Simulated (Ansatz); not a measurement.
## Geometry relaxation of Ni2Ge (part 4 of 4)

The same run, continued: Ni2Ge (12 atoms in the cell); DFT r2SCAN, scalar-relativistic, plane waves, PAW, spin-polarised (Ansatz 0.2.0); cutoff 500 eV, 10×6×6 k-mesh, Gaussian smearing of 0.1 eV, collinear spins. The structure derives from a Materials Project entry. It belongs to a series of runs on one base structure; here: 0 of 8 Ni sites taken by Pt, cell and atoms relaxed.

Geometry of the input (Å; fractional positions):
```
-1.9891  3.4452  0.0000
0.0000  0.0000  5.0374
5.9672  3.4452  0.0000
Ni 1.0000  0.2500  0.3333
Ni 0.5000  0.2500  0.8333
Ni 0.5000  0.7500  0.1667
Ni 1.0000  0.7500  0.6667
Ni 0.0000  0.0000  0.0000
Ni 0.5000  0.0000  0.5000
Ni 0.5000  0.5000  0.5000
Ni 0.0000  0.5000  0.0000
Ge 1.0000  0.7500  0.3333
Ge 0.5000  0.7500  0.8333
Ge 0.5000  0.2500  0.1667
Ge 1.0000  0.2500  0.6667
```

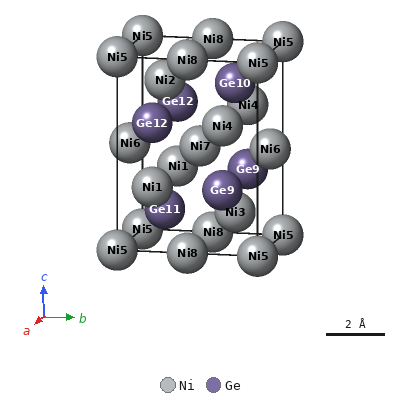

*The geometry at step 2 of the log (spheres-only view of the cell of the calculation, seen slightly off an axis; atoms are numbered from 1 in the order of the input).*

**Output, continued**
```
  k-point 2 ↑: bands = ["-88.9698", "-88.9696", "-88.9693", "-88.9693", "-88.6898", "-88.6897", "-88.6799", "-88.6799", "-47.9645", "-47.9640", "-47.9630", "-47.9628", "-47.9603", "-47.9602", "-47.9593", "-47.9586", "-47.8421", "-47.8406", "-47.8366", "-47.8364", "-47.7012", "-47.6992", "-47.6195", "-47.6180", "-47.6169", "-47.6162", "-47.6104", "-47.6103", "-47.6093", "-47.6073", "-47.5952", "-47.5947", "-7.5170", "-7.5137", "-7.5078", "-7.5065", "-7.4909", "-7.4885", "-7.4860", "-7.4846", "-7.4588", "-7.4556", "-7.4548", "-7.4513", "-7.4512", "-7.4496", "-7.4488", "-7.4481", "-7.4479", "-7.4475", "-7.4455", "-7.4423", "4.8231", "5.8135", "8.5643", "8.7954", "11.5747", "11.7060", "12.4727", "12.7782", "13.1377", "13.2681", "13.4112", "13.6135", "14.1930", "14.2466", "14.4841", "14.4967", "14.5931", "14.6665", "14.7486", "14.8923", "14.9095", "14.9561", "15.0040", "15.2687", "15.7846", "15.8674", "15.9758", "16.0553", "16.0677", "16.0797", "16.2156", "16.4416", "16.5475", "16.6100", "16.6214", "16.6854", "16.7175", "16.7619", "16.8208", "17.0256", "17.1030", "17.1431", "17.3108", "17.3755", "17.3763", "17.4008", "17.7461", "18.0355", "18.4562", "18.9288", "19.3154", "20.2943", "20.3405", "21.1301", "21.3586", "21.7474", "21.7947", "21.9805", "23.1007", "24.0403", "24.0754", "24.5485", "25.2748", "25.5374", "25.5853", "26.1937", "26.3618", "26.9660", "27.0403", "29.1792", "29.3146", "29.5021", "30.5223", "30.5844", "30.7110", "31.2381", "31.6676", "31.8152"]
  k-point 95 ↓: bands = ["-88.9694", "-88.9694", "-88.9694", "-88.9694", "-88.6849", "-88.6849", "-88.6849", "-88.6849", "-47.9621", "-47.9621", "-47.9621", "-47.9621", "-47.9619", "-47.9619", "-47.9619", "-47.9619", "-47.8399", "-47.8399", "-47.8399", "-47.8399", "-47.6472", "-47.6472", "-47.6472", "-47.6472", "-47.6132", "-47.6132", "-47.6132", "-47.6132", "-47.6131", "-47.6131", "-47.6131", "-47.6131", "-7.5067", "-7.5067", "-7.5067", "-7.5067", "-7.4722", "-7.4722", "-7.4722", "-7.4722", "-7.4702", "-7.4702", "-7.4702", "-7.4702", "-7.4537", "-7.4537", "-7.4537", "-7.4537", "-7.4421", "-7.4421", "-7.4421", "-7.4421", "7.7833", "7.7833", "7.7833", "7.7833", "10.5810", "10.5810", "10.5810", "10.5810", "13.8483", "13.8483", "13.8483", "13.8483", "14.0808", "14.0808", "14.0808", "14.0808", "15.0377", "15.0377", "15.0377", "15.0377", "15.1825", "15.1825", "15.1825", "15.1825", "15.7620", "15.7620", "15.7620", "15.7620", "15.8577", "15.8577", "15.8577", "15.8577", "16.4623", "16.4623", "16.4623", "16.4623", "16.5110", "16.5110", "16.5110", "16.5110", "16.8175", "16.8175", "16.8175", "16.8175", "17.1627", "17.1627", "17.1627", "17.1627", "18.9564", "18.9564", "18.9564", "18.9564", "20.7556", "20.7556", "20.7556", "20.7556", "24.3676", "24.3676", "24.3676", "24.3676", "24.8790", "24.8790", "24.8790", "24.8790", "29.6411", "29.6411", "29.6411", "29.6411", "31.0635", "31.0635", "31.0635", "31.0635", "31.4360", "31.4360", "31.4360", "31.4360", "32.3526", "32.3526"]
--- Relaxed structure (1 steps of the walk, 1 accepted, 1 SCFs on fresh bases) ---
  F+E_penalty+E_count = -63976.70743542 eV   max|allowed force component| = 4.873e-4 eV/Å   (the final SCF, on the basis selected at the relaxed cell)
  cell:  # Å, volume = 138.0782 Å³
    - [-1.989070262982511, 3.445170755310097, 0.0]
    - [0.0, 0.0, 5.0373755266]
    - [5.967210788982511, 3.4451707553302917, 0.0]
  atoms:
    - { symbol: Ni, position: [1.0, 0.25, 0.3333333333000001] }
    - { symbol: Ni, position: [0.4999999999999999, 0.25, 0.8333333333] }
    - { symbol: Ni, position: [0.5, 0.7500000000000001, 0.16666666670000005] }
    - { symbol: Ni, position: [1.0, 0.7500000000000001, 0.6666666667000001] }
    - { symbol: Ni, position: [0.0, 0.0, 0.0] }
    - { symbol: Ni, position: [0.5, 0.0, 0.5] }
    - { symbol: Ni, position: [0.5, 0.5, 0.5] }
    - { symbol: Ni, position: [0.0, 0.5, 0.0] }
    - { symbol: Ge, position: [1.0, 0.7500000000000001, 0.3333333333000001] }
    - { symbol: Ge, position: [0.4999999999999999, 0.7500000000000001, 0.8333333333] }
    - { symbol: Ge, position: [0.5, 0.25, 0.16666666670000005] }
    - { symbol: Ge, position: [1.0, 0.25, 0.6666666667000001] }
--- Löwdin populations: 12 sites ---
  site symbol       q [e]    m [muB]
     0     Ni     17.5566     0.0000
     1     Ni     17.5566     0.0000
     2     Ni     17.5566     0.0000
     3     Ni     17.5566     0.0000
     4     Ni     17.5330     0.0000
     5     Ni     17.5330     0.0000
     6     Ni     17.5330     0.0000
     7     Ni     17.5330     0.0000
     8     Ge     14.5667     0.0000
     9     Ge     14.5667     0.0000
    10     Ge     14.5667     0.0000
    11     Ge     14.5667     0.0000
  spilling = 0.006875 (of n_electrons = 200.000000)
```

**File populations.tsv**
```
# site	symbol	l	j	q_up	q_dn
# orbitals = lowdin
# n_electrons = 200.000000
# spilling = 0.006875
0	Ni	0_3S	-	0.994157	0.994157
0	Ni	0_4S	-	0.292922	0.292922
0	Ni	1_3P	-	2.996976	2.996976
0	Ni	2_3D	-	4.494229	4.494229
1	Ni	0_3S	-	0.994157	0.994157
1	Ni	0_4S	-	0.292922	0.292922
1	Ni	1_3P	-	2.996976	2.996976
1	Ni	2_3D	-	4.494229	4.494229
2	Ni	0_3S	-	0.994157	0.994157
2	Ni	0_4S	-	0.292922	0.292922
2	Ni	1_3P	-	2.996976	2.996976
2	Ni	2_3D	-	4.494229	4.494229
3	Ni	0_3S	-	0.994157	0.994157
3	Ni	0_4S	-	0.292922	0.292922
3	Ni	1_3P	-	2.996976	2.996976
3	Ni	2_3D	-	4.494229	4.494229
4	Ni	0_3S	-	0.996531	0.996531
4	Ni	0_4S	-	0.290508	0.290508
4	Ni	1_3P	-	2.998642	2.998642
4	Ni	2_3D	-	4.480795	4.480794
5	Ni	0_3S	-	0.996531	0.996531
5	Ni	0_4S	-	0.290508	0.290508
5	Ni	1_3P	-	2.998642	2.998642
5	Ni	2_3D	-	4.480795	4.480794
6	Ni	0_3S	-	0.996531	0.996531
6	Ni	0_4S	-	0.290508	0.290508
6	Ni	1_3P	-	2.998642	2.998642
6	Ni	2_3D	-	4.480795	4.480794
7	Ni	0_3S	-	0.996531	0.996531
7	Ni	0_4S	-	0.290508	0.290508
7	Ni	1_3P	-	2.998642	2.998642
7	Ni	2_3D	-	4.480795	4.480794
8	Ge	0_4S	-	0.724871	0.724871
8	Ge	1_4P	-	1.559695	1.559695
8	Ge	2_3D	-	4.998802	4.998802
9	Ge	0_4S	-	0.724871	0.724871
9	Ge	1_4P	-	1.559695	1.559695
9	Ge	2_3D	-	4.998802	4.998802
10	Ge	0_4S	-	0.724871	0.724871
10	Ge	1_4P	-	1.559695	1.559695
10	Ge	2_3D	-	4.998802	4.998802
11	Ge	0_4S	-	0.724871	0.724871
11	Ge	1_4P	-	1.559695	1.559695
11	Ge	2_3D	-	4.998802	4.998802
```

**Trajectory as extended XYZ (Å, eV, eV/Å), 2 frames, from step=1 to step=2**
```
12
Lattice="-1.9891 3.4452 0.0000 0.0000 0.0000 5.0374 5.9672 3.4452 0.0000" Properties=species:S:1:pos:R:3:forces:R:3 step=1 energy=-63976.70743 pressure_GPa=0.00
Ni    0.0000    4.5936    1.2593    0.0005   0.0003   0.0000
Ni    3.9781    4.5936    1.2593    0.0005   0.0003   0.0000
Ni    0.0000    2.2968    3.7780   -0.0005  -0.0003   0.0000
Ni    1.9891    5.7420    3.7780   -0.0005  -0.0003   0.0000
Ni    0.0000    0.0000    0.0000    0.0000   0.0000   0.0000
Ni    1.9891    3.4452    0.0000    0.0000   0.0000   0.0000
Ni    1.9891    3.4452    2.5187    0.0000   0.0000   0.0000
Ni    0.0000    0.0000    2.5187    0.0000   0.0000   0.0000
Ge    0.0000    4.5936    3.7780    0.0003   0.0002   0.0000
Ge    3.9781    4.5936    3.7780    0.0003   0.0002   0.0000
Ge    0.0000    2.2968    1.2593   -0.0003  -0.0002   0.0000
Ge    1.9891    5.7420    1.2593   -0.0003  -0.0002   0.0000
12
Lattice="-1.9891 3.4452 0.0000 0.0000 0.0000 5.0374 5.9672 3.4452 0.0000" Properties=species:S:1:pos:R:3:forces:R:3 step=2 energy=-63976.70743 pressure_GPa=0.00
Ni    0.0000    4.5936    1.2593    0.0005   0.0003   0.0000
Ni    3.9781    4.5936    1.2593    0.0005   0.0003   0.0000
Ni    0.0000    2.2968    3.7780   -0.0005  -0.0003   0.0000
Ni    1.9891    5.7420    3.7780   -0.0005  -0.0003   0.0000
Ni    0.0000    0.0000    0.0000    0.0000   0.0000   0.0000
Ni    1.9891    3.4452    0.0000    0.0000   0.0000   0.0000
Ni    1.9891    3.4452    2.5187    0.0000   0.0000   0.0000
Ni    0.0000    0.0000    2.5187    0.0000   0.0000   0.0000
Ge    0.0000    4.5936    3.7780    0.0003   0.0002   0.0000
Ge    3.9781    4.5936    3.7780    0.0003   0.0002   0.0000
Ge    0.0000    2.2968    1.2593   -0.0003  -0.0002   0.0000
Ge    1.9891    5.7420    1.2593   -0.0003  -0.0002   0.0000
```

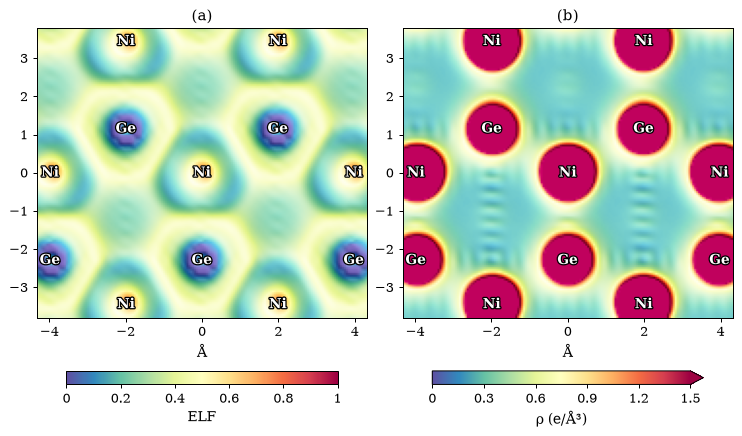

*(a) electron localisation function; (b) valence pseudo-density on the (010) plane of the calculation cell.*

Ni–Ge (2.30 Å): ρ at the midpoint is about 0.51 e/Å³; the ELF is about 0.40 at the midpoint, as expected for nearly free electrons, as in a simple metal. Away from the nuclei the density in this plane falls to 0.19 e/Å³ at its lowest. The strong features right at Ni lie inside the PAW spheres (semicore, d or f shells) and say nothing about bonding. In a PAW calculation such maps are meaningful between the atoms, not at the nuclei.

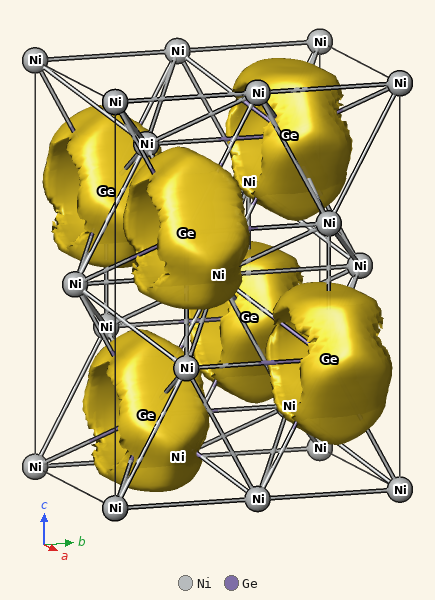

*Isosurface of the electron localisation function at 0.4 (yellow), seen slightly off an axis. Core shells and regions of very low density are left out. Sticks mark near contacts. The outline is the calculation cell.*

Along the contacts the grid gives the following. Ni–Ge (2.30 Å): the ELF is about 0.40 at the midpoint (metallic bonding. Ni–Ni (2.52 Å): the ELF is about 0.20 at the midpoint (no shared electron pair).

**Key numbers**

```csv
quantity,value
outcome,converged
space group (tolerance 0.01 Å),P6₃/mmc (194)
electrons treated,200
free energy,−63976.7074 eV
Fermi energy,18.032 eV
gap on the k-point mesh,none (metallic)
net moment of the cell,0.00 μB
integrated absolute moment,0.00 μB
pressure,0.00 GPa
final volume,138.08 Å³
largest force (length of the vector) at the end,0.001 eV/Å
final cell,"a = 3.978 Å, b = 5.037 Å, c = 6.890 Å, α = 90.00°, β = 90.00°, γ = 90.00°"
hardware,"2 threads of Intel Xeon (Granite Rapids), 32 GiB of memory available, shared host"
wall time,8.6 min (CPU time 17 min)
peak memory,3 GiB
```

**Remarks**

The electronic state found may not be the lowest one. Warnings of the run: some starting moments were not kept.
